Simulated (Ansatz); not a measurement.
## Geometry relaxation of MoS2 (part 1 of 3)

The run: geometry relaxation of MoS2 (P6₃/mmc, 6 atoms in the cell). Method and program: DFT PBE, scalar-relativistic, plane waves, PAW, no spin polarisation (Ansatz 0.2.0).

The structure derives from a Materials Project entry.

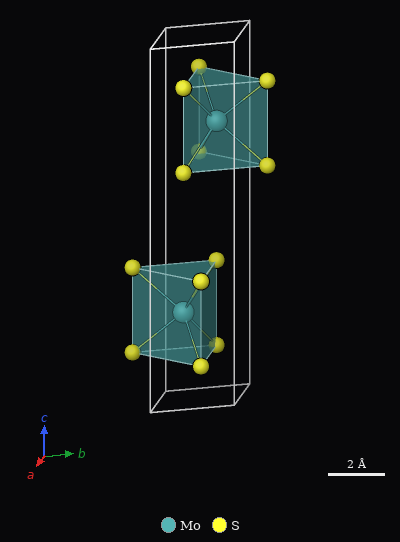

Fig. 1: The starting structure (polyhedral view of the cell of the calculation, seen slightly off an axis; polyhedra are completed across the faces of the cell).

Key numbers:

- outcome: converged
- space group (tolerance 0.01 Å): P6₃/mmc (194)
- electrons treated: 52
- free energy: −13525.6413 eV
- Fermi energy: 8.315 eV
- gap on the k-point mesh: 1.45 eV
- pressure: 0.00 GPa
- final volume: 130.10 Å³
- largest force (length of the vector) at the end: 0.002 eV/Å
- final cell: a = 3.185 Å, b = 3.185 Å, c = 14.808 Å, α = 90.00°, β = 90.00°, γ = 120.00°
- hardware: 8 threads of Intel Xeon @ 2.50GHz (Skylake/Cascade Lake), 128 GiB of memory available, shared host
- wall time: 19 s (CPU time 2 min)
- peak memory: 0.69 GiB

Input file:
```yaml
crystal:
  lattice:
    - [3.19223791, 0.0, 0.0]
    - [-1.59611896, 2.76455913, 0.0]
    - [0.0, 0.0, 13.378294]
  atoms:
    - { symbol: Mo, position: [0.66666667, 0.33333333, 0.25] }
    - { symbol: Mo, position: [0.33333333, 0.66666667, 0.75] }
    - { symbol: S, position: [0.66666667, 0.33333333, 0.633082] }
    - { symbol: S, position: [0.33333333, 0.66666667, 0.366918] }
    - { symbol: S, position: [0.66666667, 0.33333333, 0.866918] }
    - { symbol: S, position: [0.33333333, 0.66666667, 0.133082] }
basis:
  ecutwfc: 420
kpoints:
  mp_grid: { grid: [12, 12, 2] }
hamiltonian:
  xc: pbe
scf:
  occupations: { method: gaussian, width: 0.02 }
output:
  forces: true
  stress: true
  eigenvalues: true
relax:
  adjacent_minimum: "off"
  f_tol: 0.005
  max_steps: 80
  cell: { stress_tol: 0.05 }
```

Run as:
```bash
ansatz run input.yaml --threads 8 --pin off --max-ram 28672MiB --backend cpu --events-out ev --progress --plain --runs-dir out
```

What the program printed:
```
Engine: ansatz 0.2.0, x86_64-unknown-linux-gnu
Pseudopotentials: kind: paw
Pseudopotential: Mo, paw, valence charge 14, recommended cutoff 420 eV (normal), Mo.paw.azcp
Pseudopotential: S, paw, valence charge 6, recommended cutoff 420 eV (normal), S.paw.azcp
Functional definition: PBE
  parameter kappa = 0.804
  parameter beta = 0.06672455060314922
  exchange = pbe_x(kappa = kappa, mu = beta*pi^2/3)
  correlation = pbe_c(beta = beta)
Crystal: 6 atoms, lattice volume = 118.065 Å³
Basis set: ecut = 420 eV, 2325 PW (Γ), exchange–correlation on 48×48×180 points (8 copies of the dense FFT grid, shifted against one another)
Bands: 32, of which v1, the nominal top of the filled ones, is band 26 counted from 1 (25 counted from 0)
Symmetry: 24 space group operations
Space group: P63/mmc (ITA 194), of the structure as read, at distance tolerance 4.9e-5 Å
k-points: 38 of 288
Non-local potential: Mo, projectors of the file, l = 0: 3, l = 1: 2, l = 2: 2, l = 3: 1
Non-local potential: S, projectors of the file, l = 0: 2, l = 1: 2, l = 2: 2
PAW form: soft (Blöchl's): semilocal exchange-correlation on the pseudo side does not see the compensation charge
PAW one-centre angular grid: Mo, 590 points (default); XC on 64 Gauss nodes
PAW one-centre angular grid: S, 110 points (default); XC on 64 Gauss nodes
Initial density: superposition of atomic densities (neutral atoms: chi_scale 0, normalization atom), corrected by the library's trained network
Initial wavefunctions: pseudopotential atomic-orbital guess
Functional: x = pbe(κ = 0.804, μ = 0.2195149727645171), c = pbe(β = 0.06672455060314922)
SCF iter   1: F=—  HF=-13525.611763 eV  |F-HF|=—  |Δ(HF+E_count)|=         —  Δρ=5.17e-3  dr2=1.20e-2  ethr=1.77e-3  ⟨swp⟩=7.1  Hψ=5400  notcnv=0
preconditioner: auto → Resta (q_TF=auto, 2.380 Å⁻¹)  ε∞=8.2  [insulator: Δε(μ)=1.192 eV  Ē_g=7.629 eV  σ=0.020 eV  W_gap=1.00  n_scr=28 (ndim 8)  ℏωp=20.5 eV  f_vac=0.086  D(μ)=0.00/eV (n_scr^D=0)  ε∞_Penn≈8.2]
SCF iter   2: F=—  HF=-13525.620938 eV  |F-HF|=—  |Δ(HF+E_count)|=   9.17e-3  Δρ=2.95e-3  dr2=2.87e-3  ethr=2.30e-5  ⟨swp⟩=2.1  Hψ=2395  notcnv=0  defer=61
SCF iter   3: F=—  HF=-13525.625712 eV  |F-HF|=—  |Δ(HF+E_count)|=   4.77e-3  Δρ=1.10e-3  dr2=1.42e-3  ethr=5.52e-6  ⟨swp⟩=2.0  Hψ=1850  notcnv=0  defer=61
SCF iter   4: F=—  HF=-13525.626281 eV  |F-HF|=—  |Δ(HF+E_count)|=   5.69e-4  Δρ=1.43e-4  dr2=3.30e-5  ethr=2.73e-6  ⟨swp⟩=2.0  Hψ=1754  notcnv=0  defer=61
SCF iter   5: F=—  HF=-13525.626366 eV  |F-HF|=—  |Δ(HF+E_count)|=   8.50e-5  Δρ=5.18e-5  dr2=1.17e-5  ethr=6.35e-8  ⟨swp⟩=2.0  Hψ=1824  notcnv=0  defer=61
SCF iter   6: F=—  HF=-13525.626367 eV  |F-HF|=—  |Δ(HF+E_count)|=   7.97e-7  Δρ=2.80e-5  dr2=2.71e-6  ethr=2.25e-8  ⟨swp⟩=2.1  Hψ=1558  notcnv=0  defer=61
SCF iter   7: F=-13525.626367 eV  HF=-13525.626367 eV  |F-HF|=1.34e-8  |Δ(HF+E_count)|=   4.77e-7  Δρ=4.21e-6  dr2=1.81e-8  ethr=1.92e-10  ⟨swp⟩=7.9  Hψ=6027  notcnv=0
SCF 1 converged in 7 iterations: F = -13525.626367 eV  dr2 = 1.81e-8
  greatest PAW one-centre occupation: 0.998 electrons in one spin orbital (limit 2), on the Mo atom at site 1 (counted from 0), in its partial waves of l = 0
relax step   1: F+E_penalty+E_count = -13525.62636700 eV  Δ(F+E_penalty+E_count) = +0.000e0 eV  max|allowed force component| = 9.256e-2 eV/Å  Δτ_max = 0.0000 Å  P = -0.537 GPa  Ω = 118.065 Å³  (7 SCF iters, dr2 threshold 1.00e-7 eV, accepted)
Crystal: 6 atoms, lattice volume = 119.184 Å³
Basis set: ecut = 420 eV, 2373 PW (Γ), exchange–correlation on 48×48×180 points (8 copies of the dense FFT grid, shifted against one another)
Initial density: handed on by an earlier stage of this run
Initial wavefunctions: those handed on with the density
iter 1 solved again at ethr=1.33e-5 eV; its pass at ethr=3.10e-3 eV (dr2=6.93e-3 eV) is discarded
SCF iter   1: F=—  HF=-13525.633339 eV  |F-HF|=—  |Δ(HF+E_count)|=         —  Δρ=2.33e-3  dr2=7.92e-3  ethr=1.33e-5  ⟨swp⟩=2.0  Hψ=7493  notcnv=0
preconditioner: auto → Resta (q_TF=auto, 2.376 Å⁻¹)  ε∞=8.1  [insulator: Δε(μ)=1.262 eV  Ē_g=7.666 eV  σ=0.020 eV  W_gap=1.00  n_scr=28 (ndim 8)  ℏωp=20.4 eV  f_vac=0.108  D(μ)=0.00/eV (n_scr^D=0)  ε∞_Penn≈8.1]
SCF iter   2: F=—  HF=-13525.632310 eV  |F-HF|=—  |Δ(HF+E_count)|=   1.03e-3  Δρ=1.12e-3  dr2=1.30e-3  ethr=1.33e-5  ⟨swp⟩=2.1  Hψ=1769  notcnv=0
SCF iter   3: F=—  HF=-13525.632197 eV  |F-HF|=—  |Δ(HF+E_count)|=   1.13e-4  Δρ=6.27e-4  dr2=3.73e-4  ethr=2.49e-6  ⟨swp⟩=2.2  Hψ=1519  notcnv=0
SCF iter   4: F=—  HF=-13525.632179 eV  |F-HF|=—  |Δ(HF+E_count)|=   1.85e-5  Δρ=1.10e-4  dr2=2.11e-5  ethr=7.17e-7  ⟨swp⟩=2.1  Hψ=1819  notcnv=0
SCF iter   5: F=—  HF=-13525.632192 eV  |F-HF|=—  |Δ(HF+E_count)|=   1.36e-5  Δρ=5.45e-5  dr2=1.02e-5  ethr=4.05e-8  ⟨swp⟩=2.1  Hψ=1792  notcnv=0
SCF iter   6: F=-13525.632194 eV  HF=-13525.632194 eV  |F-HF|=3.12e-7  |Δ(HF+E_count)|=   1.09e-6  Δρ=1.20e-5  dr2=2.27e-7  ethr=1.15e-9  ⟨swp⟩=3.7  Hψ=5059  notcnv=0
SCF 2 converged in 6 iterations: F = -13525.632194 eV  dr2 = 2.27e-7
relax step   2: F+E_penalty+E_count = -13525.63219382 eV  Δ(F+E_penalty+E_count) = -5.827e-3 eV  max|allowed force component| = 2.346e-2 eV/Å  Δτ_max = 0.0261 Å  P = +0.372 GPa  Ω = 119.184 Å³  energy of the carried Pulay correction = -1.114e-4 eV  (6 SCF iters, dr2 threshold 6.00e-7 eV, accepted)
Crystal: 6 atoms, lattice volume = 121.955 Å³
Basis set: ecut = 420 eV, 2387 PW (Γ), exchange–correlation on 48×48×180 points (8 copies of the dense FFT grid, shifted against one another)
iter 1 solved again at ethr=2.00e-5 eV; its pass at ethr=3.10e-3 eV (dr2=1.04e-2 eV) is discarded
SCF iter   1: F=—  HF=-13525.637666 eV  |F-HF|=—  |Δ(HF+E_count)|=         —  Δρ=3.19e-3  dr2=1.15e-2  ethr=2.00e-5  ⟨swp⟩=2.1  Hψ=7120  notcnv=0
preconditioner: auto → Resta (q_TF=auto, 2.367 Å⁻¹)  ε∞=7.9  [insulator: Δε(μ)=1.280 eV  Ē_g=7.667 eV  σ=0.020 eV  W_gap=1.00  n_scr=28 (ndim 8)  ℏωp=20.2 eV  f_vac=0.134  D(μ)=0.00/eV (n_scr^D=0)  ε∞_Penn≈7.9]
SCF iter   2: F=—  HF=-13525.635859 eV  |F-HF|=—  |Δ(HF+E_count)|=   1.81e-3  Δρ=1.57e-3  dr2=3.40e-3  ethr=2.00e-5  ⟨swp⟩=2.2  Hψ=1864  notcnv=0
SCF iter   3: F=—  HF=-13525.635515 eV  |F-HF|=—  |Δ(HF+E_count)|=   3.44e-4  Δρ=8.73e-4  dr2=1.01e-3  ethr=6.54e-6  ⟨swp⟩=2.4  Hψ=1628  notcnv=0
SCF iter   4: F=—  HF=-13525.635464 eV  |F-HF|=—  |Δ(HF+E_count)|=   5.09e-5  Δρ=1.72e-4  dr2=1.05e-4  ethr=1.93e-6  ⟨swp⟩=2.4  Hψ=1871  notcnv=0
SCF iter   5: F=—  HF=-13525.635516 eV  |F-HF|=—  |Δ(HF+E_count)|=   5.12e-5  Δρ=5.07e-5  dr2=8.89e-6  ethr=2.02e-7  ⟨swp⟩=2.0  Hψ=1668  notcnv=0
SCF iter   6: F=-13525.635523 eV  HF=-13525.635523 eV  |F-HF|=3.84e-7  |Δ(HF+E_count)|=   7.50e-6  Δρ=1.04e-5  dr2=1.45e-7  ethr=1.15e-9  ⟨swp⟩=4.9  Hψ=5874  notcnv=0
SCF 3 converged in 6 iterations: F = -13525.635523 eV  dr2 = 1.45e-7
relax step   3: F+E_penalty+E_count = -13525.63552341 eV  Δ(F+E_penalty+E_count) = -3.330e-3 eV  max|allowed force component| = 9.863e-2 eV/Å  Δτ_max = 0.0367 Å  P = +0.488 GPa  Ω = 121.955 Å³  energy of the carried Pulay correction = -3.830e-4 eV  (6 SCF iters, dr2 threshold 6.00e-7 eV, accepted)
Crystal: 6 atoms, lattice volume = 124.717 Å³
Basis set: ecut = 420 eV, 2459 PW (Γ), exchange–correlation on 48×48×180 points (8 copies of the dense FFT grid, shifted against one another)
iter 1 solved again at ethr=2.75e-5 eV; its pass at ethr=3.10e-3 eV (dr2=1.43e-2 eV) is discarded
SCF iter   1: F=—  HF=-13525.640707 eV  |F-HF|=—  |Δ(HF+E_count)|=         —  Δρ=3.32e-3  dr2=1.45e-2  ethr=2.75e-5  ⟨swp⟩=2.2  Hψ=7431  notcnv=0
preconditioner: auto → Resta (q_TF=auto, 2.358 Å⁻¹)  ε∞=7.8  [insulator: Δε(μ)=1.389 eV  Ē_g=7.663 eV  σ=0.020 eV  W_gap=1.00  n_scr=28 (ndim 8)  ℏωp=20.0 eV  f_vac=0.155  D(μ)=0.00/eV (n_scr^D=0)  ε∞_Penn≈7.8]
SCF iter   2: F=—  HF=-13525.638771 eV  |F-HF|=—  |Δ(HF+E_count)|=   1.94e-3  Δρ=1.63e-3  dr2=3.45e-3  ethr=2.75e-5  ⟨swp⟩=2.0  Hψ=1756  notcnv=0
SCF iter   3: F=—  HF=-13525.638487 eV  |F-HF|=—  |Δ(HF+E_count)|=   2.84e-4  Δρ=9.14e-4  dr2=1.04e-3  ethr=6.63e-6  ⟨swp⟩=2.2  Hψ=1592  notcnv=0
SCF iter   4: F=—  HF=-13525.638461 eV  |F-HF|=—  |Δ(HF+E_count)|=   2.56e-5  Δρ=1.83e-4  dr2=9.72e-5  ethr=1.99e-6  ⟨swp⟩=2.2  Hψ=1746  notcnv=0
SCF iter   5: F=—  HF=-13525.638523 eV  |F-HF|=—  |Δ(HF+E_count)|=   6.18e-5  Δρ=4.52e-5  dr2=8.87e-6  ethr=1.87e-7  ⟨swp⟩=2.2  Hψ=1741  notcnv=0
SCF iter   6: F=-13525.638530 eV  HF=-13525.638530 eV  |F-HF|=1.01e-7  |Δ(HF+E_count)|=   6.36e-6  Δρ=1.66e-5  dr2=4.54e-7  ethr=1.15e-9  ⟨swp⟩=5.0  Hψ=6076  notcnv=0
SCF 4 converged in 6 iterations: F = -13525.638530 eV  dr2 = 4.54e-7
relax step   4: F+E_penalty+E_count = -13525.63852972 eV  Δ(F+E_penalty+E_count) = -3.006e-3 eV  max|allowed force component| = 3.613e-2 eV/Å  Δτ_max = 0.0334 Å  P = +0.415 GPa  Ω = 124.717 Å³  energy of the carried Pulay correction = -6.475e-4 eV  (6 SCF iters, dr2 threshold 6.00e-7 eV, accepted)
Crystal: 6 atoms, lattice volume = 126.469 Å³
Basis set: ecut = 420 eV, 2461 PW (Γ), exchange–correlation on 48×48×180 points (8 copies of the dense FFT grid, shifted against one another)
iter 1 solved again at ethr=5.05e-6 eV; its pass at ethr=3.10e-3 eV (dr2=2.63e-3 eV) is discarded
SCF iter   1: F=—  HF=-13525.639948 eV  |F-HF|=—  |Δ(HF+E_count)|=         —  Δρ=1.51e-3  dr2=2.69e-3  ethr=5.05e-6  ⟨swp⟩=2.0  Hψ=7276  notcnv=0
preconditioner: auto → Resta (q_TF=auto, 2.353 Å⁻¹)  ε∞=7.7  [insulator: Δε(μ)=1.397 eV  Ē_g=7.657 eV  σ=0.020 eV  W_gap=1.00  n_scr=28 (ndim 8)  ℏωp=19.8 eV  f_vac=0.163  D(μ)=0.00/eV (n_scr^D=0)  ε∞_Penn≈7.7]
SCF iter   2: F=—  HF=-13525.639481 eV  |F-HF|=—  |Δ(HF+E_count)|=   4.67e-4  Δρ=7.51e-4  dr2=9.55e-4  ethr=5.05e-6  ⟨swp⟩=2.8  Hψ=1930  notcnv=0
SCF iter   3: F=—  HF=-13525.639373 eV  |F-HF|=—  |Δ(HF+E_count)|=   1.09e-4  Δρ=3.94e-4  dr2=2.62e-4  ethr=1.84e-6  ⟨swp⟩=2.1  Hψ=1517  notcnv=0
SCF iter   4: F=—  HF=-13525.639333 eV  |F-HF|=—  |Δ(HF+E_count)|=   4.01e-5  Δρ=8.75e-5  dr2=3.52e-5  ethr=5.03e-7  ⟨swp⟩=2.6  Hψ=1934  notcnv=0
SCF iter   5: F=—  HF=-13525.639341 eV  |F-HF|=—  |Δ(HF+E_count)|=   7.90e-6  Δρ=3.24e-5  dr2=3.47e-6  ethr=6.76e-8  ⟨swp⟩=2.0  Hψ=1646  notcnv=0
SCF iter   6: F=-13525.639343 eV  HF=-13525.639343 eV  |F-HF|=1.66e-7  |Δ(HF+E_count)|=   2.07e-6  Δρ=6.27e-6  dr2=7.35e-8  ethr=9.23e-10  ⟨swp⟩=3.8  Hψ=5055  notcnv=0
SCF 5 converged in 6 iterations: F = -13525.639343 eV  dr2 = 7.35e-8
relax step   5: F+E_penalty+E_count = -13525.63934278 eV  Δ(F+E_penalty+E_count) = -8.131e-4 eV  max|allowed force component| = 1.097e-2 eV/Å  Δτ_max = 0.0164 Å  P = +0.065 GPa  Ω = 126.469 Å³  energy of the carried Pulay correction = -8.122e-4 eV  (6 SCF iters, dr2 threshold 4.80e-7 eV, accepted)
Crystal: 6 atoms, lattice volume = 127.222 Å³
Basis set: ecut = 420 eV, 2497 PW (Γ), exchange–correlation on 48×48×180 points (8 copies of the dense FFT grid, shifted against one another)
iter 1 solved again at ethr=1.53e-6 eV; its pass at ethr=3.10e-3 eV (dr2=7.96e-4 eV) is discarded
SCF iter   1: F=—  HF=-13525.639483 eV  |F-HF|=—  |Δ(HF+E_count)|=         —  Δρ=7.58e-4  dr2=6.98e-4  ethr=1.53e-6  ⟨swp⟩=3.0  Hψ=6832  notcnv=0
preconditioner: auto → Resta (q_TF=auto, 2.350 Å⁻¹)  ε∞=7.7  [insulator: Δε(μ)=1.405 eV  Ē_g=7.657 eV  σ=0.020 eV  W_gap=1.00  n_scr=28 (ndim 8)  ℏωp=19.8 eV  f_vac=0.168  D(μ)=0.00/eV (n_scr^D=0)  ε∞_Penn≈7.7]
SCF iter   2: F=—  HF=-13525.639376 eV  |F-HF|=—  |Δ(HF+E_count)|=   1.07e-4  Δρ=3.74e-4  dr2=2.11e-4  ethr=1.34e-6  ⟨swp⟩=2.6  Hψ=1801  notcnv=0
SCF iter   3: F=—  HF=-13525.639357 eV  |F-HF|=—  |Δ(HF+E_count)|=   1.94e-5  Δρ=2.10e-4  dr2=6.19e-5  ethr=4.06e-7  ⟨swp⟩=2.4  Hψ=1599  notcnv=0
SCF iter   4: F=—  HF=-13525.639369 eV  |F-HF|=—  |Δ(HF+E_count)|=   1.24e-5  Δρ=3.99e-5  dr2=6.82e-6  ethr=1.19e-7  ⟨swp⟩=2.6  Hψ=1918  notcnv=0
SCF iter   5: F=—  HF=-13525.639367 eV  |F-HF|=—  |Δ(HF+E_count)|=   1.70e-6  Δρ=1.43e-5  dr2=8.00e-7  ethr=1.31e-8  ⟨swp⟩=2.0  Hψ=1650  notcnv=0
SCF iter   6: F=-13525.639368 eV  HF=-13525.639368 eV  |F-HF|=3.38e-8  |Δ(HF+E_count)|=   4.10e-7  Δρ=2.79e-6  dr2=1.29e-8  ethr=6.53e-11  ⟨swp⟩=4.0  Hψ=5595  notcnv=0
SCF 6 converged in 6 iterations: F = -13525.639368 eV  dr2 = 1.29e-8
relax step   6: F+E_penalty+E_count = -13525.63936775 eV  Δ(F+E_penalty+E_count) = -2.497e-5 eV  max|allowed force component| = 3.468e-3 eV/Å  Δτ_max = 0.0080 Å  P = +0.009 GPa  Ω = 127.222 Å³  energy of the carried Pulay correction = -8.822e-4 eV  (6 SCF iters, dr2 threshold 3.39e-8 eV, accepted)
Basis set: ecut = 420 eV, 2497 PW (Γ), exchange–correlation on 48×48×200 points (8 copies of the dense FFT grid, shifted against one another)
Initial wavefunctions: pseudopotential atomic-orbital guess (no wavefunctions were taken with the density)
iter 1 solved again at ethr=1.72e-7 eV; its pass at ethr=3.10e-3 eV (dr2=8.94e-5 eV) is discarded
SCF iter   1: F=—  HF=-13525.640245 eV  |F-HF|=—  |Δ(HF+E_count)|=         —  Δρ=1.46e-4  dr2=2.16e-6  ethr=1.72e-7  ⟨swp⟩=4.5  Hψ=9883  notcnv=0
preconditioner: auto → Resta (q_TF=auto, 2.350 Å⁻¹)  ε∞=7.6  [insulator: Δε(μ)=1.405 eV  Ē_g=7.661 eV  σ=0.020 eV  W_gap=1.00  n_scr=28 (ndim 8)  ℏωp=19.8 eV  f_vac=0.165  D(μ)=0.00/eV (n_scr^D=0)  ε∞_Penn≈7.6]
SCF iter   2: F=—  HF=-13525.640762 eV  |F-HF|=—  |Δ(HF+E_count)|=   5.17e-4  Δρ=7.53e-5  dr2=5.75e-7  ethr=4.15e-9  ⟨swp⟩=2.0  Hψ=1928  notcnv=0
SCF iter   3: F=—  HF=-13525.640915 eV  |F-HF|=—  |Δ(HF+E_count)|=   1.53e-4  Δρ=3.65e-6  dr2=1.55e-8  ethr=1.11e-9  ⟨swp⟩=2.2  Hψ=2223  notcnv=0
SCF iter   4: F=—  HF=-13525.640915 eV  |F-HF|=—  |Δ(HF+E_count)|=   9.22e-9  Δρ=1.84e-6  dr2=9.21e-9  ethr=2.98e-11  ⟨swp⟩=3.0  Hψ=2533  notcnv=0
SCF iter   5: F=—  HF=-13525.640915 eV  |F-HF|=—  |Δ(HF+E_count)|=  8.15e-10  Δρ=4.19e-7  dr2=4.71e-10  ethr=1.77e-11  ⟨swp⟩=2.2  Hψ=1457  notcnv=0
SCF iter   6: F=—  HF=-13525.640915 eV  |F-HF|=—  |Δ(HF+E_count)|=  5.22e-10  Δρ=1.42e-7  dr2=7.69e-11  ethr=1.00e-12  ⟨swp⟩=5.0  Hψ=4581  notcnv=0
SCF iter   7: F=-13525.640915 eV  HF=-13525.640915 eV  |F-HF|=0.00e0  |Δ(HF+E_count)|=  1.15e-10  Δρ=3.92e-8  dr2=6.18e-12  ethr=1.00e-12  ⟨swp⟩=4.9  Hψ=3841  notcnv=0
SCF 7 converged in 7 iterations: F = -13525.640915 eV  dr2 = 6.18e-12
relax step   7: F+E_penalty+E_count = -13525.64091545 eV  Δ(F+E_penalty+E_count) = -1.548e-3 eV  max|allowed force component| = 3.472e-3 eV/Å  Δτ_max = 0.0000 Å  P = +0.023 GPa  Ω = 127.222 Å³  stress off target by 7.24e-2 GPa  SCF on the basis re-selected at this cell (its energy is not comparable with the rows above)  (7 SCF iters)
basis re-selected at this cell: Δ(F+E_penalty+E_count) = -1.548e-3 eV, ΔP = +0.014 GPa vs the last step (what re-selecting the basis moved, of the pressure what is left beyond the Pulay correction that the steps carried, after the strain that the cell walked since its last selection, with what the two solves' SCF thresholds leave and, on support functions, any second-order correction that the steps lacked; it is no measure of the basis error at this ecutwfc). The dense FFT grid was sized anew with the basis: this SCF ran on 24×24×100 points, the steps before it on 24×24×90, so part of this shift can come from that change (see relax.cell in the input reference). This SCF's stress stands 7.24e-2 GPa from its target on what of the cell is left free (relax.cell.stress_tol is 5.00e-2 GPa) and its largest allowed force component is 3.47e-3 eV/Å (relax.f_tol is 5.00e-3 eV/Å): not within both, so this SCF does not close the relaxation
Crystal: 6 atoms, lattice volume = 128.627 Å³
Basis set: ecut = 420 eV, 2545 PW (Γ), exchange–correlation on 48×48×200 points (8 copies of the dense FFT grid, shifted against one another)
iter 1 solved again at ethr=5.09e-6 eV; its pass at ethr=3.10e-3 eV (dr2=2.65e-3 eV) is discarded
SCF iter   1: F=—  HF=-13525.641601 eV  |F-HF|=—  |Δ(HF+E_count)|=         —  Δρ=1.50e-3  dr2=2.82e-3  ethr=5.09e-6  ⟨swp⟩=2.0  Hψ=7353  notcnv=0
preconditioner: auto → Resta (q_TF=auto, 2.346 Å⁻¹)  ε∞=7.6  [insulator: Δε(μ)=1.424 eV  Ē_g=7.654 eV  σ=0.020 eV  W_gap=1.00  n_scr=28 (ndim 8)  ℏωp=19.6 eV  f_vac=0.176  D(μ)=0.00/eV (n_scr^D=0)  ε∞_Penn≈7.6]
SCF iter   2: F=—  HF=-13525.641175 eV  |F-HF|=—  |Δ(HF+E_count)|=   4.26e-4  Δρ=7.39e-4  dr2=8.26e-4  ethr=5.09e-6  ⟨swp⟩=2.2  Hψ=1672  notcnv=0
SCF iter   3: F=—  HF=-13525.641098 eV  |F-HF|=—  |Δ(HF+E_count)|=   7.75e-5  Δρ=4.13e-4  dr2=2.40e-4  ethr=1.59e-6  ⟨swp⟩=2.2  Hψ=1587  notcnv=0
SCF iter   4: F=—  HF=-13525.641079 eV  |F-HF|=—  |Δ(HF+E_count)|=   1.82e-5  Δρ=8.25e-5  dr2=2.61e-5  ethr=4.62e-7  ⟨swp⟩=2.3  Hψ=1806  notcnv=0
SCF iter   5: F=—  HF=-13525.641054 eV  |F-HF|=—  |Δ(HF+E_count)|=   2.57e-5  Δρ=2.75e-5  dr2=3.18e-6  ethr=5.02e-8  ⟨swp⟩=2.1  Hψ=1696  notcnv=0
SCF iter   6: F=—  HF=-13525.641055 eV  |F-HF|=—  |Δ(HF+E_count)|=   9.55e-7  Δρ=5.70e-6  dr2=5.46e-8  ethr=6.12e-9  ⟨swp⟩=2.0  Hψ=1743  notcnv=0
SCF iter   7: F=-13525.641055 eV  HF=-13525.641055 eV  |F-HF|=8.34e-9  |Δ(HF+E_count)|=   1.50e-7  Δρ=1.58e-6  dr2=4.90e-9  ethr=2.52e-11  ⟨swp⟩=6.1  Hψ=5271  notcnv=0
SCF 8 converged in 7 iterations: F = -13525.641055 eV  dr2 = 4.90e-9
relax step   8: F+E_penalty+E_count = -13525.64105487 eV  Δ(F+E_penalty+E_count) = -1.394e-4 eV  max|allowed force component| = 8.871e-3 eV/Å  Δτ_max = 0.0161 Å  P = +0.043 GPa  Ω = 128.627 Å³  energy of the carried Pulay correction = -1.422e-4 eV  (7 SCF iters, dr2 threshold 1.31e-8 eV, accepted)
Crystal: 6 atoms, lattice volume = 129.785 Å³
Basis set: ecut = 420 eV, 2581 PW (Γ), exchange–correlation on 48×48×200 points (8 copies of the dense FFT grid, shifted against one another)
iter 1 solved again at ethr=3.40e-6 eV; its pass at ethr=3.10e-3 eV (dr2=1.77e-3 eV) is discarded
```
